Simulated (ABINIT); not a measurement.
# InP (F-43m): G0W0 with ABINIT, start to end

How does a plane-wave GW calculation on InP (F-43m) run from the first input to the gap?

Program: ABINIT 10.8.3. Level of theory: PBE and many-body steps on it, plane waves. Results are calculated unless marked as measured.

The database entry behind the starting cell differs from later determinations by our own check (0.1 to 0.3 % short, probably kX units), so it need not match the best structure at ambient conditions.

### Step 1. The structure

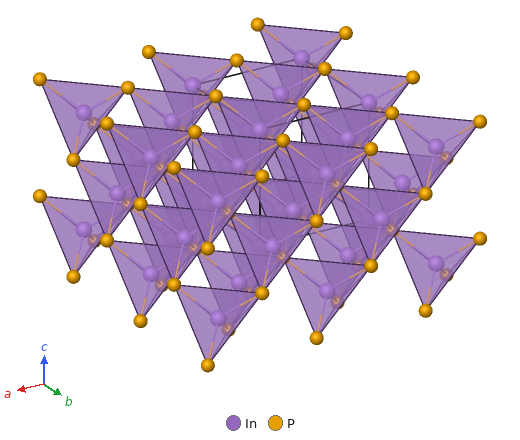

Start, viewed from a free direction; indium purple, phosphorus orange. 2×2×1 cells are drawn. This picture shows the conventional cell, with its axes. Some periodic images of atoms are drawn too.

The cell and positions come from the Crystallography Open Database and are kept as given unless a step says otherwise.

### Step 2. Ground state

This step: ABINIT 10.8.3; DFT, PBE, plane waves, norm-conserving pseudopotentials.

The ground-state density comes first.

run.abi

```
acell 3*1.0 Angstrom
rprim 
  -0.000000000000 2.930500000000 2.930500000000
  2.930500000000 -0.000000000000 2.930500000000
  2.930500000000 2.930500000000 -0.000000000000
ntypat 2
znucl 49 15
natom 2
typat 1 2
xred 
  0.000000000000 0.000000000000 0.000000000000
  0.250000000000 0.250000000000 0.250000000000
pp_dirpath "pseudos"
pseudos "In.upf, P.upf"
ecut 31
ngkpt 6 6 6
nshiftk 1
shiftk 0 0 0
kptopt 1
chksymbreak 0
nband 14
occopt 1
tolvrs 1e-10
nstep 60
prtwf 0
optforces 0
optstress 0
indata_prefix "in"
outdata_prefix "out"
tmpdata_prefix "tmp"
```

Started as:

```bash
OMP_NUM_THREADS=1 mpirun -n 4 abinit run.abi > log
```

Numbers of over 12 decimals in the logs are rounded to 6 here.

The log of the run:

```text
.Version 10.8.3 of ABINIT. v10.8.2 released Aug 2026.

 Symmetries : space group F-4 3 m (#216); Bravais cF (face-center cubic)
================================================================================
 Values of the parameters that define the memory need of the present run
     intxc =       0    ionmov =       0      iscf =       7    lmnmax =       6
     lnmax =       6     mgfft =      40  mpssoang =       3    mqgrid =    3001
     natom =       2  nloc_mem =       1    nspden =       1   nspinor =       1
    nsppol =       1      nsym =      24    n1xccc =    2501    ntypat =       2
    occopt =       1   xclevel =       2
-    mband =          14        mffmem =           1         mkmem =           4
       mpw =        2822          nfft =       64000          nkpt =          16
================================================================================
  Rough estimation (10% accuracy) of disk space for files :
================================================================================

--------------------------------------------------------------------------------
------------- Echo of variables that govern the present computation ------------
--------------------------------------------------------------------------------
 -outvars: echo values of preprocessed input variables --------
            acell      1.8897261259E+00  1.8897261259E+00  1.8897261259E+00 Bohr

      chksymbreak           0
             ecut      3.10000000E+01 Hartree
-          fftalg         312

              ixc     -101130
              kpt      0.00000000E+00  0.00000000E+00  0.00000000E+00
                       1.66666667E-01  0.00000000E+00  0.00000000E+00
                       3.33333333E-01  0.00000000E+00  0.00000000E+00
                       5.00000000E-01  0.00000000E+00  0.00000000E+00
                       1.66666667E-01  1.66666667E-01  0.00000000E+00
                       3.33333333E-01  1.66666667E-01  0.00000000E+00
                       5.00000000E-01  1.66666667E-01  0.00000000E+00
                      -3.33333333E-01  1.66666667E-01  0.00000000E+00
                      -1.66666667E-01  1.66666667E-01  0.00000000E+00
   [... 5 further rows ...]
                      -3.33333333E-01  3.33333333E-01  1.66666667E-01
                      -3.33333333E-01  5.00000000E-01  1.66666667E-01
         kptrlatt        6    0    0      0    6    0      0    0    6
          kptrlen      4.69901511E+01
P           mkmem           4
            natom           2
            nband          14
            ngfft          40      40      40
             nkpt          16
            nstep          60
             nsym          24
           ntypat           2
              occ      2.000000  2.000000  2.000000  2.000000  2.000000  2.000000
                       2.000000  2.000000  2.000000  0.000000  0.000000  0.000000
                       0.000000  0.000000
        optforces           0
        optstress           0
            prtwf           0
            rprim     -0.0000000000E+00  2.9305000000E+00  2.9305000000E+00
[...]
spgroup         216

           tolvrs      1.00000000E-10

             xred      0.0000000000E+00  0.0000000000E+00  0.0000000000E+00
[...]
znucl       49.00000   15.00000

================================================================================

 chkinp: Checking input parameters for consistency.

================================================================================
== DATASET  1 ==================================================================
-   mpi_nproc: 4, omp_nthreads: 1 (-1 if OMP is not activated)

--- !DatasetInfo
iteration_state: {dtset: 1, }
dimensions: {natom: 2, nkpt: 16, mband: 14, nsppol: 1, nspinor: 1, nspden: 1, mpw: 2822, }
cutoff_energies: {ecut:  31.0, pawecutdg:  -1.0, }
electrons: {nelect:   1.80000000E+01, charge:   0.00000000E+00, occopt:   1.00000000E+00, tsmear:   1.00000000E-02, }

 Real(R)+Recip(G) space primitive vectors, cartesian coordinates (Bohr,Bohr^-1):
 R(1)=  0.0000000  5.5378424  5.5378424  G(1)= -0.0902879  0.0902879  0.0902879
 R(2)=  5.5378424  0.0000000  5.5378424  G(2)=  0.0902879 -0.0902879  0.0902879
 R(3)=  5.5378424  5.5378424  0.0000000  G(3)=  0.0902879  0.0902879 -0.0902879
 Unit cell volume ucvol=  3.3966576E+02 bohr^3
 Angles (23,13,12)=  6.00000000E+01  6.00000000E+01  6.00000000E+01 degrees

 getcut: wavevector=  0.0000  0.0000  0.0000  ngfft=  40  40  40
         ecut(hartree)=     31.000   => boxcut(ratio)=   2.03779

--- Pseudopotential description ------------------------------------------------
- In Generated using ONCVPSP code by D. R. Hamann
- 49.00000  13.00000  171031                  znucl, zion, pspdat
12 -101130 2 -1 1964                          pspcod,pspxc,lmax,lloc,mmax
     nproj     2     2     2
  pspatm : epsatm=   25.32675051
         --- l  ekb(1:nproj) -->
[...]
pspatm: atomic psp has been read  and splines computed

- P Generated using ONCVPSP code by D. R. Hamann
- 15.00000   5.00000  171031                  znucl, zion, pspdat
12 -101130 2 -1 1298                          pspcod,pspxc,lmax,lloc,mmax
     nproj     2     2     2
  pspatm : epsatm=    8.05910421
         --- l  ekb(1:nproj) -->
[...]
2   -3.154982   -0.827415
 pspatm: atomic psp has been read  and splines computed

   6.00945385E+02                                ecore*ucvol(ha*bohr**3)
--------------------------------------------------------------------------------

_setup2: Arith. and geom. avg. npw (full set) are    2798.199    2798.174

================================================================================

--- !BeginCycle
iteration_state: {dtset: 1, }
solver: {iscf: 7, nstep: 60, nline: 4, wfoptalg: 0, }
tolerances: {tolvrs: 1.00E-10, }

     iter   Etot(hartree)      deltaE(h)  residm     vres2
 ETOT  1  -72.812342904482    -7.281E+01 5.223E-01 1.830E+02
 ETOT  2  -73.384043401442    -5.717E-01 5.300E-02 5.271E+01
 ETOT  3  -73.392753704527    -8.710E-03 4.744E-03 1.639E+00
 ETOT  4  -73.392905714223    -1.520E-04 1.546E-03 2.012E-01
 ETOT  5  -73.392918610893    -1.290E-05 3.180E-04 1.624E-02
 ETOT  6  -73.392921040799    -2.430E-06 2.199E-04 2.341E-03
 ETOT  7  -73.392921388656    -3.479E-07 1.342E-04 1.854E-05
 ETOT  8  -73.392921392600    -3.945E-09 1.690E-04 2.478E-07
 ETOT  9  -73.392921392678    -7.778E-11 1.097E-04 1.132E-07
 ETOT 10  -73.392921392694    -1.586E-11 1.218E-04 2.161E-09
 ETOT 11  -73.392921392693     1.350E-12 7.590E-05 9.080E-11

 At SCF step   11       vres2   =  9.08E-11 < tolvrs=  1.00E-10 =>converged.

--- !ResultsGS
iteration_state: {dtset: 1, }
comment   : Summary of ground state results
lattice_vectors:
- [ -0.0000000,   5.5378424,   5.5378424, ]
- [  5.5378424,  -0.0000000,   5.5378424, ]
- [  5.5378424,   5.5378424,  -0.0000000, ]
lattice_lengths: [   7.83169,    7.83169,    7.83169, ]
lattice_angles: [ 60.000,  60.000,  60.000, ] # degrees, (23, 13, 12)
lattice_volume:   3.3966576E+02
convergence: {deltae:  1.350E-12, res2:  9.080E-11, residm:  7.590E-05, diffor:  0.000E+00, }
etotal    :  -7.33929214E+01
entropy   :   0.00000000E+00
fermie    :   1.64403255E-01
cartesian_stress_tensor: null
pressure_GPa: null
xred      :
- [  0.0000E+00,   0.0000E+00,   0.0000E+00, In]
- [  2.5000E-01,   2.5000E-01,   2.5000E-01,  P]
cartesian_forces: null
force_length_stats: {min: null, max: null, mean: null, }

 Integrated electronic density in atomic spheres:
 ------------------------------------------------
 Atom  Sphere_radius  Integrated_density
    1        2.00000          9.92062456
    2        2.00000          2.78261815
================================================================================

 ----iterations are completed or convergence reached----

 Mean square residual over all n,k,spin=   34.505E-08; max=  75.905E-06
 reduced coordinates (array xred) for    2 atoms
       0.000000000000      0.000000000000      0.000000000000
       0.250000000000      0.250000000000      0.250000000000
 rms dE/dt=  0.0000E+00; max dE/dt=  0.0000E+00; dE/dt below (all hartree)
    1       0.000000000000      0.000000000000      0.000000000000
    2       0.000000000000      0.000000000000      0.000000000000

 cartesian coordinates (angstrom) at end:
    1      0.000000     0.000000     0.000000
    2      1.465250     1.465250     1.465250
 length scales=  1.889726125908  1.889726125908  1.889726125908 bohr
              =  1.000000000000  1.000000000000  1.000000000000 angstroms
 prteigrs : about to open file out_EIG
 Fermi (or HOMO) energy (hartree) =   0.16440   Average Vxc (hartree)=  -0.34602
 Eigenvalues (hartree) for nkpt=  16  k points:
 kpt#   1, nband= 14, wtk=  0.00463, kpt=  0.0000  0.0000  0.0000 (reduced coord)
  -0.35918   -0.35918   -0.35918   -0.35371   -0.35371   -0.25890    0.16440    0.16440
   0.16440    0.19047    0.31464    0.31464    0.31464    0.47994
 prteigrs : prtvol=0 or 1, do not print more k-points.

--- !EnergyTerms
iteration_state     : {dtset: 1, }
comment             : Components of total free energy in Hartree
kinetic             :  4.44208292972661E+01
hartree             :  1.84137485604759E+01
xc                  : -2.21161425472480E+01
Ewald energy        : -4.48602020677458E+01
psp_core            :  1.76922565987534E+00
local_psp           : -5.72045014625147E+01
non_local_psp       : -1.38158788328015E+01
total_energy        : -7.33929213926927E+01
total_energy_eV     : -1.99712313173748E+03
band_energy         : -3.60621700488078E+00

== END DATASET(S) ==============================================================
================================================================================

 -outvars: echo values of variables after computation  --------
           etotal     -7.3392921393E+01
            nband          14
             nkpt          16
          spgroup         216
 [... the other variables as echoed above ...]

 Calculation completed.
```

Run time: 9.3 s. Hardware: 4 MPI ranks of Arm Neoverse V1, shared host; peak memory 0.29 GiB; 37 s of CPU time.

Numbers from this step:

| Property | Result |
| --- | --- |
| total energy | -1997.1231 eV |
| gap | 0.7094 eV |
| k of the valence top | 0, 0, 0 |
| k of the conduction bottom | 0, 0, 0 |
| least direct gap | 0.7094 eV |

The gap is direct, at Γ.

[end of part 1 of 3]

[Paths, hosts, dates, memory and timing lines, banners, echoed tables and standing remarks are left out of the program output.]

[Logs are printed without paths, hosts, clocks, repeated set-up lines and the standing remarks that a program may print on its own settings, such as how far it seeks lower states.]

[Runs of the session that timed out or met a known fault of the program may be left out.]

[Hosts, paths, dates, database ids (printed as entryN), source tags and the programs' standing remarks are cut or masked in the printed files.]

[G0W0 gaps are taken among the corrected bands and points alone; a level outside them can change the order at an edge.]

[Where Ansatz stands beside ABINIT at settings called matched, ABINIT's density can come from a denser mesh and the files from another edition; pairs whose starting gaps differed by over 0.03 eV were left out, so agreement reads better than it is.]
